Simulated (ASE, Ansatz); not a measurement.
## C(111) slab, H on the bottom face (272 atoms): support functions against a reference

Wanted: errors and times of a linear-scaling basis for C(111) slab, H on the bottom face (272 atoms). A setting counts as converged where the r.m.s. difference of forces stays under 1 % of the r.m.s. force.

Program: Ansatz 0.2.0. Level of theory: Kohn-Sham DFT, PBE+D3(BJ), PAW (set soft_2), plane waves. Results are calculated unless marked as measured.

**1. The starting structure**

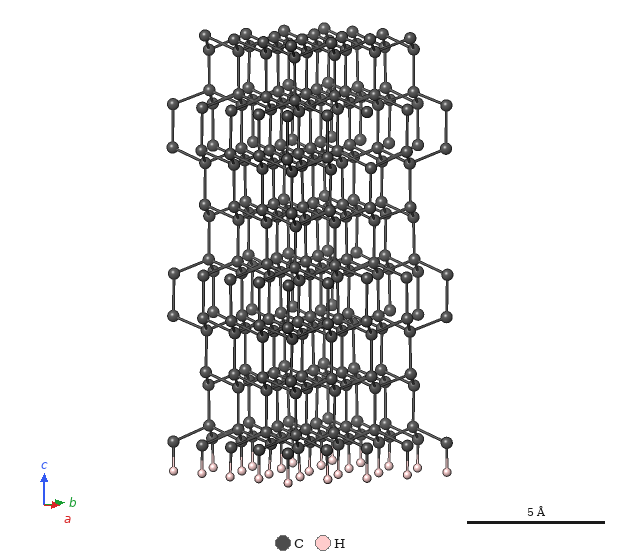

The starting structure, seen from the side, with the c axis up (carbon dark grey, hydrogen pink). Some periodic images of atoms are drawn too.

The cell holds 272 atoms: 256 C and 16 H. Its edges and angles: a = 10.089 Å, b = 10.089 Å, c = 26.021 Å, α = 90.0°, β = 90.0°, γ = 120.0°. It derives from C (diamond-structure). Diamond-structure C (a = 3.567 Å), (111) slab of 16 atomic planes, 4 x 4 surface cells, H on the broken bonds of the bottom face, 10 Å of vacuum; displaced by a Gaussian of 0.02 Å. Regions: slab, 256 atoms (256 C); hydrogen, 16 atoms (16 H). Vacuum lies along c.

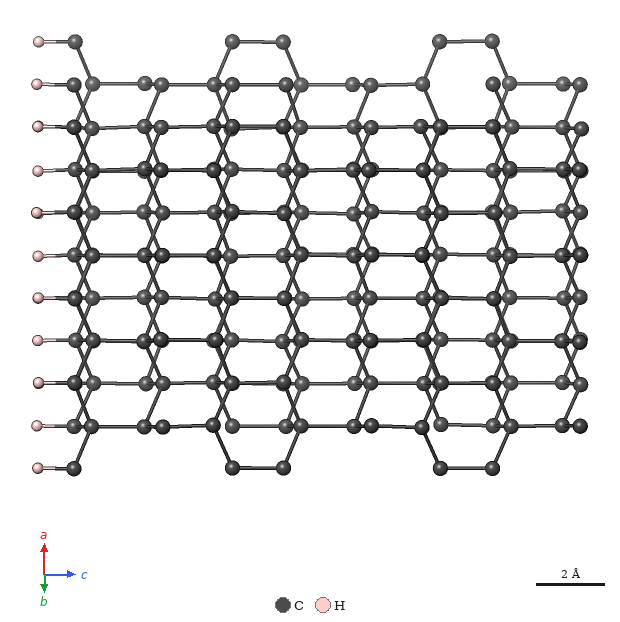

A slice 6 Å thick through the middle of the cell.

What the set-up can't give: Beside vacuum, support functions can miss their usual error bounds without a warning. The main run has no spin polarisation, so any moments at edges, vacancies or dangling bonds can't form in it.

**2. Plane-wave single point**

The first run fixes the reference, at a cutoff of 420 eV.

The input, input.yaml:

```yaml
crystal:
  lattice:
    - [10.089, 0.0, 0.0]
    - [-5.0445, 8.73733, 0.0]
    - [0.0, 0.0, 26.02071]
  atoms:
    - { symbol: C, position: [0.33637, 0.91712, 0.25393] }
    - { symbol: C, position: [0.25108, 0.00238, 0.23236] }
    - { symbol: C, position: [0.1632, 0.83218, 0.33403] }
    - { symbol: C, position: [0.3326, 0.91378, 0.31331] }
    - { symbol: C, position: [0.25485, 0.00569, 0.41212] }
    - { symbol: C, position: [0.16814, 0.831, 0.39108] }
    - { symbol: C, position: [0.33152, 0.91537, 0.49256] }
    - { symbol: C, position: [0.25454, 0.00746, 0.47226] }
    - { symbol: C, position: [0.1687, 0.83523, 0.57083] }
    - { symbol: C, position: [0.33524, 0.91806, 0.55135] }
    - { symbol: C, position: [0.24894, 0.99939, 0.64924] }
    - { symbol: C, position: [0.16196, 0.83283, 0.6281] }
    - { symbol: C, position: [0.33761, 0.9198, 0.72682] }
    - { symbol: C, position: [0.25247, 0.00142, 0.7098] }
    - { symbol: C, position: [0.16573, 0.83213, 0.80775] }
    - { symbol: C, position: [0.33232, 0.9181, 0.78742] }
    - { symbol: C, position: [0.33218, 0.66184, 0.25474] }
    - { symbol: C, position: [0.25301, 0.75234, 0.23381] }
    - { symbol: C, position: [0.1661, 0.58264, 0.33419] }
    - { symbol: C, position: [0.33299, 0.66862, 0.31279] }
    - { symbol: C, position: [0.25018, 0.74991, 0.4119] }
    - { symbol: C, position: [0.16896, 0.58166, 0.39149] }
    - { symbol: C, position: [0.33768, 0.66902, 0.49169] }
    - { symbol: C, position: [0.25346, 0.7495, 0.47124] }
    - { symbol: C, position: [0.16529, 0.57815, 0.56988] }
    - { symbol: C, position: [0.33224, 0.6671, 0.55003] }
    - { symbol: C, position: [0.25077, 0.74893, 0.65015] }
    - { symbol: C, position: [0.16592, 0.58284, 0.6303] }
    - { symbol: C, position: [0.33225, 0.66498, 0.72711] }
    - { symbol: C, position: [0.25015, 0.75028, 0.70922] }
    - { symbol: C, position: [0.16227, 0.58213, 0.80826] }
    - { symbol: C, position: [0.33417, 0.66919, 0.78737] }
    [... 234 atom lines left out ...]
    - { symbol: H, position: [0.49529, 0.24618, 0.19239] }
    - { symbol: H, position: [0.74672, 0.50071, 0.19224] }
    - { symbol: H, position: [0.0024, 0.75154, 0.19209] }
    - { symbol: H, position: [0.75523, 0.25468, 0.19273] }
    - { symbol: H, position: [0.00038, 0.49941, 0.19102] }
    - { symbol: H, position: [0.00082, 0.25178, 0.19308] }
kpoints:
  mp_grid: { grid: [2, 2, 1] }
hamiltonian:
  xc: pbe
  dispersion: d3bj
scf:
  occupations: { method: fermi_dirac, width: 0.05 }
output:
  forces: true
  populations: intrinsic
  dos:
    method: { smearing: { sigma: 0.08 } }
    de: 0.1
    projected:
      site_lists:
        C: [C]
        H: [H]
        hydrogen: [256, 257, 258, 259, 260, 261, 262, 263, 264, 265, 266, 267, 268, 269, 270, 271]
  eigenvalues: true
  write_density: true
  write_potential: true
  volumetric_format: npy
```

Started as:

```sh
$ ansatz run input.yaml --threads 8 --pin off --max-ram 15872MiB --backend cpu --events-out ev --progress --plain --runs-dir out
```

Numbers of over 12 decimals in the logs are rounded to 6 here.

The program printed:

```text
Engine: ansatz 0.2.0, aarch64-unknown-linux-gnu
Pseudopotentials: kind: paw
Pseudopotential: C, paw, valence charge 4, recommended cutoff 420 eV (normal), C.paw.azcp
Pseudopotential: H, paw, valence charge 1, recommended cutoff 420 eV (normal), H.paw.azcp
Functional definition: PBE
  parameter kappa = 0.804
  parameter beta = 0.066725
  exchange = pbe_x(kappa = kappa, mu = beta*pi^2/3)
  correlation = pbe_c(beta = beta)
Crystal: 272 atoms, lattice volume = 2293.750 Å³
Basis set: ecut = 420 eV, 44883 PW (Γ), exchange–correlation on 144×144×360 points (8 copies of the dense FFT grid, shifted against one another)
Bands: 792, of which v1, the nominal top of the filled ones, is band 520 counted from 1 (519 counted from 0)
Symmetry: 1 space group operations
Space group: P1 (ITA 1), of the structure as read, at distance tolerance 1.3e-4 Å
k-points: 4
Non-local potential: C, projectors of the file, l = 0: 2, l = 1: 2, l = 2: 1
Non-local potential: H, projectors of the file, l = 0: 2, l = 1: 1
PAW form: soft (Blöchl's): semilocal exchange-correlation on the pseudo side does not see the compensation charge
PAW one-centre angular grid: C, 110 points (default); XC on 64 Gauss nodes
PAW one-centre angular grid: H, 110 points (default); XC on 64 Gauss nodes
Initial density: superposition of atomic densities (neutral atoms: chi_scale 0, normalization atom), corrected by the library's trained network
Initial wavefunctions: pseudopotential atomic-orbital guess
Functional: x = pbe(κ = 0.804, μ = 0.219515), c = pbe(β = 0.066725)
SCF iter   1: F=—  HF=-64468.707614 eV  |F-HF|=—  |Δ(HF+E_count)|=         —  Δρ=2.16e-2  dr2=1.35e2  ethr=1.77e-3  ⟨swp⟩=8.5  Hψ=16010  notcnv=0  defer=984
preconditioner: auto → LDOS  [metal: Δε(μ)=0.017 eV  Ē_g=16.468 eV  σ=0.050 eV  W_gap=0.08  n_scr=510 (ndim 8)  ℏωp=25.0 eV  f_vac=0.300  D(μ)=51.60/eV (n_scr^D=310)  β→1.0]
SCF iter   2: F=—  HF=-64466.189314 eV  |F-HF|=—  |Δ(HF+E_count)|=    2.52e0  Δρ=9.47e-3  dr2=7.90e0  ethr=1.77e-3  ⟨swp⟩=5.0  Hψ=3732  notcnv=0  defer=1031
SCF iter   3: F=—  HF=-64466.155277 eV  |F-HF|=—  |Δ(HF+E_count)|=   3.40e-2  Δρ=7.65e-3  dr2=4.36e0  ethr=7.60e-4  ⟨swp⟩=3.0  Hψ=4684  notcnv=0  defer=1038
SCF iter   4: F=—  HF=-64466.421077 eV  |F-HF|=—  |Δ(HF+E_count)|=   2.66e-1  Δρ=8.35e-3  dr2=2.04e1  ethr=4.20e-4  ⟨swp⟩=3.5  Hψ=3724  notcnv=0  defer=1038  recentre
SCF iter   5: F=—  HF=-64465.591142 eV  |F-HF|=—  |Δ(HF+E_count)|=   8.30e-1  Δρ=5.31e-3  dr2=2.86e0  ethr=4.20e-4  ⟨swp⟩=3.5  Hψ=3680  notcnv=0  defer=1032
SCF iter   6: F=—  HF=-64465.490269 eV  |F-HF|=—  |Δ(HF+E_count)|=   1.01e-1  Δρ=3.58e-3  dr2=1.15e0  ethr=2.75e-4  ⟨swp⟩=2.0  Hψ=2155  notcnv=0  defer=1032
SCF iter   7: F=—  HF=-64465.402601 eV  |F-HF|=—  |Δ(HF+E_count)|=   8.77e-2  Δρ=1.69e-3  dr2=3.57e-1  ethr=1.11e-4  ⟨swp⟩=3.8  Hψ=5449  notcnv=0  defer=1032
SCF iter   8: F=—  HF=-64465.372603 eV  |F-HF|=—  |Δ(HF+E_count)|=   3.00e-2  Δρ=1.03e-3  dr2=1.73e-1  ethr=3.43e-5  ⟨swp⟩=2.0  Hψ=2904  notcnv=0  defer=1032
SCF iter   9: F=—  HF=-64465.362728 eV  |F-HF|=—  |Δ(HF+E_count)|=   9.87e-3  Δρ=7.33e-4  dr2=8.25e-2  ethr=1.66e-5  ⟨swp⟩=4.0  Hψ=3393  notcnv=0  defer=1032
SCF iter  10: F=—  HF=-64465.350281 eV  |F-HF|=—  |Δ(HF+E_count)|=   1.24e-2  Δρ=5.31e-4  dr2=3.53e-2  ethr=7.94e-6  ⟨swp⟩=3.0  Hψ=3284  notcnv=0  defer=1032
[...]
SCF iter  17: F=—  HF=-64465.346031 eV  |F-HF|=—  |Δ(HF+E_count)|=   5.00e-5  Δρ=4.48e-5  dr2=8.23e-5  ethr=1.68e-8  ⟨swp⟩=2.5  Hψ=3518  notcnv=0  defer=1032
SCF iter  18: F=—  HF=-64465.344369 eV  |F-HF|=—  |Δ(HF+E_count)|=   1.66e-3  Δρ=3.29e-5  dr2=4.67e-5  ethr=7.91e-9  ⟨swp⟩=2.0  Hψ=4219  notcnv=0  defer=1032
SCF iter  19: F=—  HF=-64465.344368 eV  |F-HF|=—  |Δ(HF+E_count)|=   1.40e-6  Δρ=2.05e-5  dr2=1.63e-5  ethr=4.49e-9  ⟨swp⟩=2.0  Hψ=2932  notcnv=0  defer=1032
SCF iter  20: F=—  HF=-64465.344369 eV  |F-HF|=—  |Δ(HF+E_count)|=   1.32e-6  Δρ=1.43e-5  dr2=9.15e-6  ethr=1.57e-9  ⟨swp⟩=2.0  Hψ=3628  notcnv=0  defer=1032
SCF iter  21: F=—  HF=-64465.344369 eV  |F-HF|=—  |Δ(HF+E_count)|=   2.55e-7  Δρ=9.54e-6  dr2=3.77e-6  ethr=8.80e-10  ⟨swp⟩=2.2  Hψ=3505  notcnv=0  defer=1032
SCF iter  22: F=—  HF=-64465.344370 eV  |F-HF|=—  |Δ(HF+E_count)|=   1.07e-6  Δρ=6.16e-6  dr2=1.74e-6  ethr=3.63e-10  ⟨swp⟩=2.5  Hψ=3773  notcnv=0  defer=1032
SCF iter  23: F=—  HF=-64465.344371 eV  |F-HF|=—  |Δ(HF+E_count)|=   5.46e-7  Δρ=4.47e-6  dr2=9.16e-7  ethr=1.67e-10  ⟨swp⟩=2.0  Hψ=3699  notcnv=0  defer=1032
SCF iter  24: F=—  HF=-64465.344371 eV  |F-HF|=—  |Δ(HF+E_count)|=   3.03e-7  Δρ=2.72e-6  dr2=3.00e-7  ethr=8.81e-11  ⟨swp⟩=2.5  Hψ=3218  notcnv=0  defer=1032
SCF iter  25: F=—  HF=-64465.344371 eV  |F-HF|=—  |Δ(HF+E_count)|=   5.37e-8  Δρ=2.01e-6  dr2=1.48e-7  ethr=2.89e-11  ⟨swp⟩=2.0  Hψ=3411  notcnv=0  defer=1032
SCF iter  26: F=-64465.344371 eV  HF=-64465.344371 eV  |F-HF|=3.33e-8  |Δ(HF+E_count)|=   3.09e-8  Δρ=1.46e-6  dr2=8.06e-8  ethr=9.62e-12  ⟨swp⟩=33.0  Hψ=39062  notcnv=0
SCF 1 converged in 26 iterations: F = -64465.344371 eV  dr2 = 8.06e-8
  greatest PAW one-centre occupation: 0.662 electrons in one spin orbital (limit 2), on the C atom at site 158 (counted from 0), in its partial waves of l = 0
WARN: The output density's exchange-correlation potential varies sharply where the density is thin. Do not read a vacuum level from v_tot or v_xc, or from such a field of the output density. On a cell that repeats whose density bears no net charge and no dipole along the vacuum's axis use v_es (v_loc + v_h of the components); [...]
SCF converged after 26 iterations
Free energy (F): -64465.344371 eV
Harris-Foulkes:  -64465.344371 eV  (|F-HF|=3.33e-8)
Internal energy: -64464.635341 eV  (E = F + TS)
E sigma→0 (E₀):  -64464.989856 eV
Entropy (-TS):   -0.709030 eV (-2.607 meV/atom)
Fermi energy:    7.486715 eV
--- Per-component energies (eV) ---
  E_band       = -2160.226956
  E_kinetic    = 23748.879768
  E_local      = -634322.779412  (includes V_loc(G=0)·N_el)
  E_nonlocal   = 6864.915699
  E_hartree    = 309436.806724
  E_xc         = -12579.379591
  E_vxc        = -15618.214401  (∫ρ·V_xc dr)
  E_paw        = -25402.000493  (= ΣΔE_a)
  E_vpaw       = -1706.658482  (= ΣTr[D̂ρ^β])
  E_aug_tail   = -0.019941  (compensation charges beyond the density's cutoff)
  E_ewald      = 267834.401257
  E_disp       = -45.459352  (pairwise vdW)
  E_smearing   = -0.709030  (= −TS)
  E_closure    = 0.000000  (closes the sum)
  Σ components = -64465.344371   (vs F -64465.344371, Δ=0.00e0)
--- Forces (eV/Å), atoms counted from 1 ---
  atom   1  C     -1.00702213     0.31258839    -1.15306945
  atom   2  C      0.58918292    -0.46850024     4.77022608
  atom   3  C      1.33282966    -0.36638305    -1.84765147
  atom   4  C     -0.44970680     1.32537034     0.08473807
  atom   5  C      0.06217977    -1.49408369     0.11831193
  atom   6  C     -1.03172874     1.49345847     2.27669599
  atom   7  C      0.29753491     1.03846621    -1.51062182
  atom   8  C     -0.43675157    -3.71220798    -0.90884728
  atom   9  C     -0.49343322    -1.23148789    -0.93911284
  atom  10  C     -0.30849959    -0.07717765    -0.16240180
  atom  11  C     -0.03669780    -0.09431089     0.10654744
  atom  12  C      2.20789699     0.31396245     2.16267960
  atom  13  C     -0.65697733    -0.64360918     0.71664740
  atom  14  C     -0.39897324     0.09820575    -1.10389008
[...]
atom 271  H      0.04342477    -0.06793973    -0.14479632
  atom 272  H      0.06010691    -0.04939600    -0.81109411
  max |Σ_I F_I| component: 2.53e-5 eV/Å
--- Band table (eV) ---
  k-point 0: bands = ["-14.8700", "-14.4440", "-13.9106", "-13.4284", [... 776 levels ...], "17.0296", "17.0499", "17.0567", "17.0830", "17.0953", "17.1142", "17.1323", "17.1430", "17.1586", "17.1683", "17.2002", "17.2057"]
[...]
--- intrinsic populations: 272 sites ---
  site symbol       q [e]
     0      C      3.9824
     1      C      4.1842
     2      C      3.9992
[...]
271      H      0.8417
  spilling = -0.000000 (of n_electrons = 1040.000000)
```

Run time: 7.2 min. Hardware: 8 threads of Arm Neoverse V2, shared host; peak memory 12 GiB.

Reading the cycles: dr2 is the Hartree energy of the density residual (eV), the measure of convergence; HF is the Harris–Foulkes estimate of the energy, which meets the free energy F at convergence.

The program notes that it cut back its work space to fit the memory limit and the exchange-correlation potential is rough where the density is thin.

Numbers from this run:

| Item | Value |
| --- | --- |
| free energy | -64465.3444 eV |
| free energy per atom | -237.0049 eV/atom |
| SCF cycles | 26 |
| r.m.s. force component | 1.301 eV/Å |
| longest force | 5.705 eV/Å |
| Fermi energy | 7.487 eV |
| levels partly filled by over 2 per cent | 61 |

Neighbours are counted within 1.85 Å (C-C), 1.34 Å (C-H).

Length of the force by element and coordination:

```tsv
element	coordination	atoms	mean length of the force (eV/Å)	spread	least	most
C	all	256	2.00	1.15	0.147	5.71
C	3	16	4.14	0.175	3.87	4.40
C	4	240	1.86	1.04	0.147	5.71
H	all	16	0.849	0.601	0.166	2.55
```

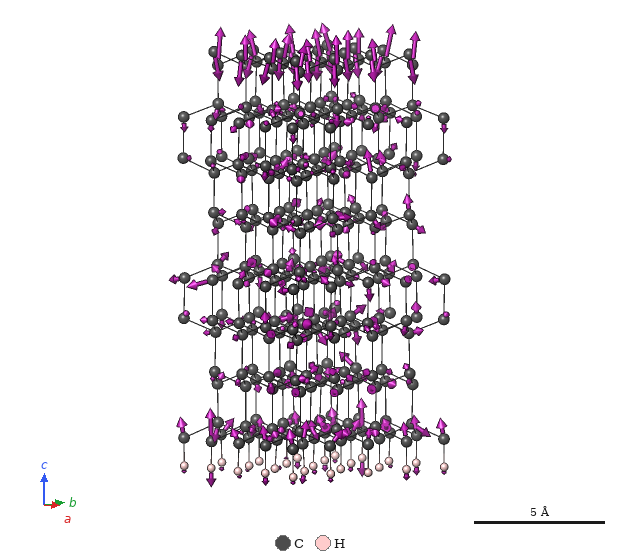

Forces as arrows; the longest in the cell is 5.71 eV/Å. Some periodic images of atoms are drawn too.

Intrinsic-atomic-orbital charges by element and coordination:

```tsv
element	coordination	atoms	mean charge (e)	spread	least	most
C	all	256	-0.0098	0.0424	-0.184	0.0485
C	3	16	-0.0227	0.0222	-0.0754	0.0153
C	4	240	-0.0089	0.0433	-0.184	0.0485
H	all	16	0.156	0.0083	0.143	0.175
```

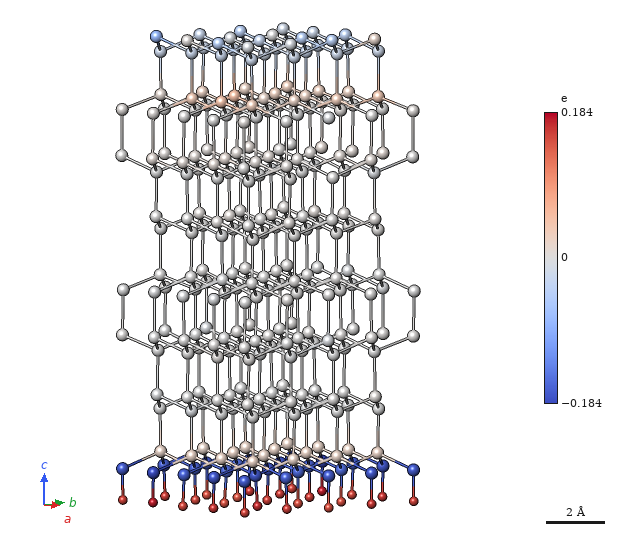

Atoms coloured by intrinsic-atomic-orbital charge. Some periodic images of atoms are drawn too.

By region:

```tsv
region	atoms	mean length of the force (eV/Å)	net charge (e)
slab	256	2.00	-2.5
hydrogen	16	0.849	2.5
```

Density of states as counts of states in windows of 1 eV (from the Fermi level), total and the larger projections:

```tsv
from (eV)	to (eV)	total	C p	C s
-14	-13	32.0	19.8	11.6
-13	-12	58.4	38.7	18.9
-12	-11	54.8	36.3	17.5
-11	-10	35.6	25.2	9.5
-10	-9	58.8	47.7	10.0
-9	-8	69.3	58.5	9.2
-8	-7	88.0	78.0	8.4
-7	-6	94.3	86.1	6.1
-6	-5	94.7	87.9	4.7
-5	-4	85.3	80.6	3.2
-4	-3	64.3	61.5	1.8
-3	-2	33.6	32.2	1.0
-2	-1	14.7	14.3	0.2
-1	0	17.5	15.0	2.2
0	1	16.4	14.4	1.7
1	2	0.0	0.0	0.0
2	3	3.5	0.5	0.2
3	4	15.2	5.8	4.2
4	5	41.8	20.8	10.7
```

The curve was stored every 0.10 eV, coarse against its broadening of 0.08 eV, so these counts are rough.

Between -23 and -14 eV lie 238 more states.

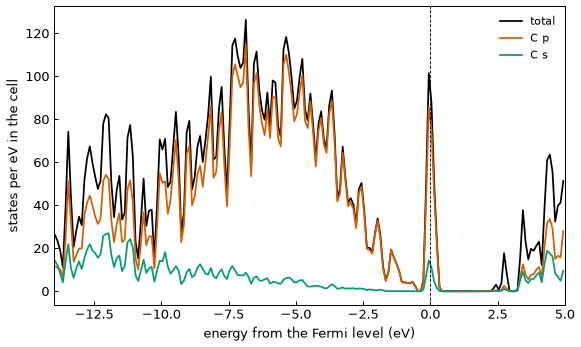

Total and projected density of states, with the broadening of the input.

The levels nearest the highest filled one (over half full), pooled over k-points and spins:

```tsv
level less the highest filled one (eV)	occupation
-0.0213	1.26
-0.0152	1.20
-0.0076	1.12
-0.0061	1.11
-0.0026	1.07
0	1.05
0.0062	0.988
0.0085	0.965
0.0167	0.884
0.0191	0.86
0.0263	0.79
0.0303	0.752
```

Planar average of the electrostatic potential energy along the normal, with the Fermi level as zero, after a running mean with a triangular window 4 Å wide at its base:

```tsv
height (Å)	potential energy (eV)
0.0	4.29
1.0	3.92
2.0	3.54
3.0	2.96
4.2	0.68
5.2	-4.85
6.2	-10.05
7.2	-11.67
8.2	-11.89
9.3	-11.93
10.4	-12.04
11.4	-12.02
12.4	-12.11
13.4	-12.14
14.5	-12.29
15.5	-12.28
16.6	-12.23
17.6	-12.12
18.6	-12.05
19.7	-11.53
20.7	-9.54
21.7	-3.41
22.8	3.50
23.9	4.97
24.9	4.71
25.9	4.34
```

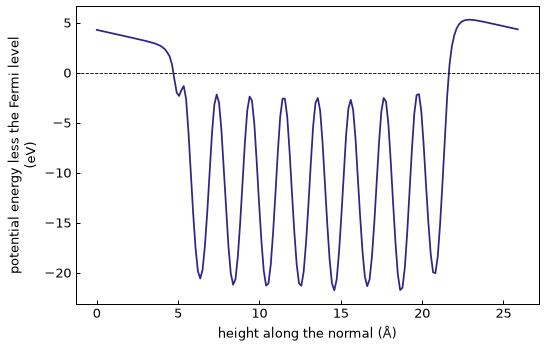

Planar average of the electrostatic potential energy; the dashed line is the Fermi level.

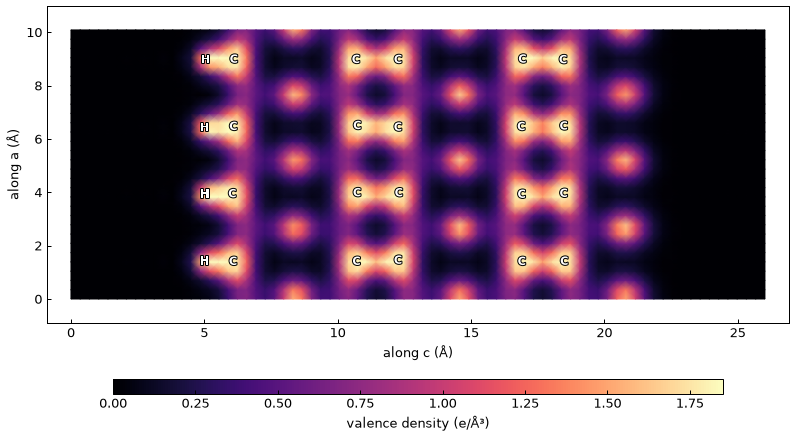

Valence density in the ca plane at fractional y = 0.000, with atoms of C and H within 0.2 Å of it. It is the smooth field of the valence electrons, not physical close to the nuclei. The map starts off the cell's origin, so that atoms lie inside it.

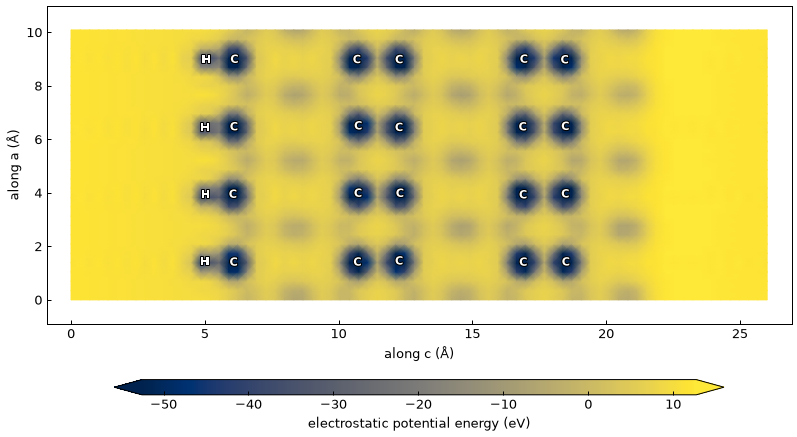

Electrostatic potential energy in the ca plane at fractional y = 0.000, with atoms of C and H within 0.2 Å of it. With pseudopotentials it is smooth inside the atoms' cores, unlike the true potential. The map starts off the cell's origin, so that atoms lie inside it.

Mean intrinsic-atomic-orbital charges: C -0.01, H +0.16 e. Charges this small depend on the projection, at times even in sign. By these charges the region 'hydrogen' has given 2.5 e to 'slab'; where the regions aren't neutral units, this includes their ionic charge. Within 0.4 eV of the Fermi level the largest share is C p (87 % of the projected weight). The potential slopes across the vacuum by 0.36 eV/Å: the slab bears a dipole, and with periodic images along the normal there is no flat vacuum level to read.

(Part 1 of 2 ends here.)

[Logs are printed without paths, hosts, clocks, repeated set-up lines and the standing remarks that a program may print on its own settings, such as how far it seeks lower states.]

[Hosts, paths, dates, database ids (printed as entryN), source tags and the programs' standing remarks are cut or masked in the printed files.]
